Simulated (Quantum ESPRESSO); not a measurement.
**Band-structure run of MoS$_{2}$ (part 2 of 2)**

Continued. System: MoS$_{2}$ (P-6m2, 3 atoms in the cell). Method: Kohn-Sham DFT of a periodic cell, r2SCAN, SG15 PBE 1.2, no spin polarisation (Quantum ESPRESSO 7.5); cutoff 952.4 eV, 10×10×2 k-mesh, fermi-dirac of 0.05 eV. The structure derives from a Materials Project entry.

Geometry of the input (Å; fractional positions):
```
3.1841  0.0000  0.0000
-1.5921  2.7575  0.0000
0.0000  0.0000  17.3346
Mo 0.0000  0.0000  0.0000
S  0.3333  0.6667  0.9105
S  0.3333  0.6667  0.0895
```

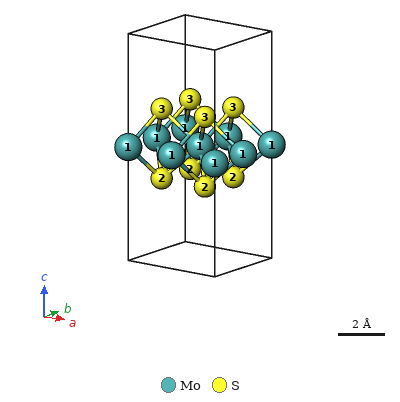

**Figure 1.** The input geometry (ball-and-stick view of the 2 × 2 repeat of the cell, with the vacuum cut short, seen slightly off an axis; atoms are numbered from 1 in the order of the input). An atom can appear more than once, as a periodic image.

**Output, continued**
```
     total energy              =    -174.70526684 Ry
     estimated scf accuracy    <     138.94753386 Ry

     iteration # 12     ecut=    70.00 Ry     beta= 0.50
     Davidson diagonalization with overlap
     ethr =  1.00E-02,  avg # of iterations =  7.7

     negative rho (up,down):  2.837E-01 0.000E+00

     total energy              =    -178.34740907 Ry
     estimated scf accuracy    <       7.31727060 Ry

     iteration # 13     ecut=    70.00 Ry     beta= 0.50
     Davidson diagonalization with overlap
     ethr =  1.00E-02,  avg # of iterations =  3.3

     negative rho (up,down):  3.490E-01 0.000E+00

     total energy              =    -178.21033715 Ry
     estimated scf accuracy    <       6.67629686 Ry

     iteration # 14     ecut=    70.00 Ry     beta= 0.50
     Davidson diagonalization with overlap
     ethr =  1.00E-02,  avg # of iterations =  1.3

     negative rho (up,down):  6.007E-01 0.000E+00

     total energy              =    -178.00215351 Ry
     estimated scf accuracy    <       2.41881351 Ry

     iteration # 15     ecut=    70.00 Ry     beta= 0.50
     Davidson diagonalization with overlap
     ethr =  9.30E-03,  avg # of iterations =  2.1

     negative rho (up,down):  5.199E-01 0.000E+00

     total energy              =    -178.43363070 Ry
     estimated scf accuracy    <      21.42583858 Ry

     iteration # 16     ecut=    70.00 Ry     beta= 0.50
     Davidson diagonalization with overlap
     ethr =  9.30E-03,  avg # of iterations =  1.0

     negative rho (up,down):  5.839E-01 0.000E+00

     total energy              =    -178.58722135 Ry
     estimated scf accuracy    <      10.91252435 Ry

     iteration # 17     ecut=    70.00 Ry     beta= 0.50
     Davidson diagonalization with overlap
     ethr =  9.30E-03,  avg # of iterations =  1.1

     negative rho (up,down):  7.302E-01 0.000E+00

     total energy              =    -179.10381757 Ry
     estimated scf accuracy    <      10.05857069 Ry

     iteration # 18     ecut=    70.00 Ry     beta= 0.50
     Davidson diagonalization with overlap
     ethr =  9.30E-03,  avg # of iterations =  1.0

     negative rho (up,down):  3.003E-01 0.000E+00

     total energy              =    -177.20766301 Ry
     estimated scf accuracy    <      31.72880719 Ry

     iteration # 19     ecut=    70.00 Ry     beta= 0.50
     Davidson diagonalization with overlap
     ethr =  9.30E-03,  avg # of iterations =  2.0

     negative rho (up,down):  2.465E-01 0.000E+00

     total energy              =    -178.28550825 Ry
     estimated scf accuracy    <       1.00077585 Ry

     iteration # 20     ecut=    70.00 Ry     beta= 0.50
     Davidson diagonalization with overlap
     ethr =  3.85E-03,  avg # of iterations =  2.5

     negative rho (up,down):  2.058E-01 0.000E+00

     total energy              =    -178.30916749 Ry
     estimated scf accuracy    <       0.27822040 Ry

     iteration # 21     ecut=    70.00 Ry     beta= 0.50
     Davidson diagonalization with overlap
     ethr =  1.07E-03,  avg # of iterations =  5.8

     negative rho (up,down):  1.781E-01 0.000E+00

     total energy              =    -178.31306779 Ry
     estimated scf accuracy    <       0.08333416 Ry

     iteration # 22     ecut=    70.00 Ry     beta= 0.50
     Davidson diagonalization with overlap
     ethr =  3.21E-04,  avg # of iterations =  4.7

     negative rho (up,down):  1.625E-01 0.000E+00

     total energy              =    -178.31277326 Ry
     estimated scf accuracy    <       0.05358572 Ry

     iteration # 23     ecut=    70.00 Ry     beta= 0.50
     Davidson diagonalization with overlap
     ethr =  2.06E-04,  avg # of iterations =  2.4

     negative rho (up,down):  1.439E-01 0.000E+00

     total energy              =    -178.30854605 Ry
     estimated scf accuracy    <       0.04183317 Ry

     iteration # 24     ecut=    70.00 Ry     beta= 0.50
     Davidson diagonalization with overlap
     ethr =  1.61E-04,  avg # of iterations =  4.2

     negative rho (up,down):  1.369E-01 0.000E+00

     total energy              =    -178.30611829 Ry
     estimated scf accuracy    <       0.03561852 Ry

     iteration # 25     ecut=    70.00 Ry     beta= 0.50
     Davidson diagonalization with overlap
     ethr =  1.37E-04,  avg # of iterations =  2.8

     negative rho (up,down):  1.285E-01 0.000E+00

     total energy              =    -178.30304928 Ry
     estimated scf accuracy    <       0.03403030 Ry

     iteration # 26     ecut=    70.00 Ry     beta= 0.50
     Davidson diagonalization with overlap
     ethr =  1.31E-04,  avg # of iterations =  2.5

     negative rho (up,down):  1.056E-01 0.000E+00

     total energy              =    -178.30108534 Ry
     estimated scf accuracy    <       0.03042156 Ry

     iteration # 27     ecut=    70.00 Ry     beta= 0.50
     Davidson diagonalization with overlap
     ethr =  1.17E-04,  avg # of iterations =  4.0

     negative rho (up,down):  2.696E-02 0.000E+00

     total energy              =    -178.28408549 Ry
     estimated scf accuracy    <       0.02265222 Ry

     iteration # 28     ecut=    70.00 Ry     beta= 0.50
     Davidson diagonalization with overlap
     c_bands:  1 eigenvalues not converged
     c_bands:  1 eigenvalues not converged
     ethr =  8.71E-05,  avg # of iterations = 12.1

     negative rho (up,down):  1.111E-02 0.000E+00

     total energy              =    -178.28717367 Ry
     estimated scf accuracy    <       0.00296240 Ry

     iteration # 29     ecut=    70.00 Ry     beta= 0.50
     Davidson diagonalization with overlap
     ethr =  1.14E-05,  avg # of iterations =  8.9

     negative rho (up,down):  3.968E-04 0.000E+00

     total energy              =    -178.28785000 Ry
     estimated scf accuracy    <       0.00046418 Ry

     iteration # 30     ecut=    70.00 Ry     beta= 0.50
     Davidson diagonalization with overlap
     ethr =  1.79E-06,  avg # of iterations = 10.9

     negative rho (up,down):  1.428E-05 0.000E+00

     total energy              =    -178.28860428 Ry
     estimated scf accuracy    <       0.00004403 Ry

     iteration # 31     ecut=    70.00 Ry     beta= 0.50
     Davidson diagonalization with overlap
     ethr =  1.69E-07,  avg # of iterations =  9.9

     negative rho (up,down):  4.846E-05 0.000E+00

     total energy              =    -178.28872998 Ry
     estimated scf accuracy    <       0.00000504 Ry

     iteration # 32     ecut=    70.00 Ry     beta= 0.50
     Davidson diagonalization with overlap
     ethr =  1.94E-08,  avg # of iterations =  8.3

     negative rho (up,down):  6.393E-05 0.000E+00

     total energy              =    -178.28873469 Ry
     estimated scf accuracy    <       0.00000050 Ry

     iteration # 33     ecut=    70.00 Ry     beta= 0.50
     Davidson diagonalization with overlap
     ethr =  1.91E-09,  avg # of iterations =  3.2

     negative rho (up,down):  5.478E-06 0.000E+00

     total energy              =    -178.28873323 Ry
     estimated scf accuracy    <       0.00000004 Ry

     iteration # 34     ecut=    70.00 Ry     beta= 0.50
     Davidson diagonalization with overlap
     ethr =  1.65E-10,  avg # of iterations =  4.4

     End of self-consistent calculation

     Number of k-points >= 100: set verbosity='high' to print the bands.

     the Fermi energy is     0.5633 ev

!    total energy              =    -178.28873319 Ry
     estimated scf accuracy    <          4.6E-09 Ry
     smearing contrib. (-TS)   =      -0.00000000 Ry
     internal energy E=F+TS    =    -178.28873319 Ry

     The total energy is F=E-TS. E is the sum of the following terms:
     one-electron contribution =    -904.09225220 Ry
     hartree contribution      =     452.30038783 Ry
     xc contribution           =     -24.75145215 Ry
     ewald contribution        =     298.25458333 Ry

     convergence has been achieved in  34 iterations

     Forces acting on atoms (cartesian axes, Ry/au):

     atom    1 type  1   force =     0.00000020   -0.00000017    0.00000177
     atom    2 type  2   force =    -0.00000032    0.00000017   -0.00122364
     atom    3 type  2   force =     0.00000012   -0.00000000    0.00122187

     Total force =     0.001729     Total SCF correction =     0.000281
     SCF correction compared to forces is large: reduce conv_thr to get better values

     Computing stress (Cartesian axis) and pressure

          total   stress  (Ry/bohr**3)                   (kbar)     P=       -0.26
  -0.00000568   0.00000000   0.00000000           -0.84        0.00        0.00
   0.00000000  -0.00000568  -0.00000000            0.00       -0.84       -0.00
   0.00000000  -0.00000000   0.00000614            0.00       -0.00        0.90

=------------------------------------------------------------------------------=
   JOB DONE.
=------------------------------------------------------------------------------=
```

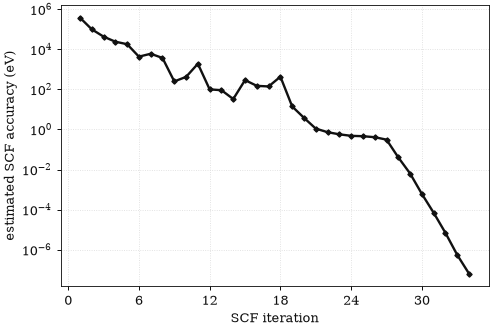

**Figure 2.** Convergence of the self-consistent field: estimated SCF accuracy against the iteration. The field takes 34 iterations in all.

**Results in brief**

- outcome: converged
- space group (tolerance 0.01 Å): P-6m2 (187)
- electrons treated: 26
- free energy: −2425.7418 eV
- Fermi energy: 0.563 eV
- gap on the k-point mesh: 1.82 eV
- gap on the band path: 1.67 eV
- pressure: −0.03 GPa
- largest force (length of the vector): 0.031 eV/Å
- wall time: 14 min (CPU time 57 min)
- peak memory: 1 GiB

Further notes kept with the run: potentials made for another functional. Notes on the run: SCF correction compared to forces is large; negative rho. Points of doubt noted for this run: potentials made for another functional.
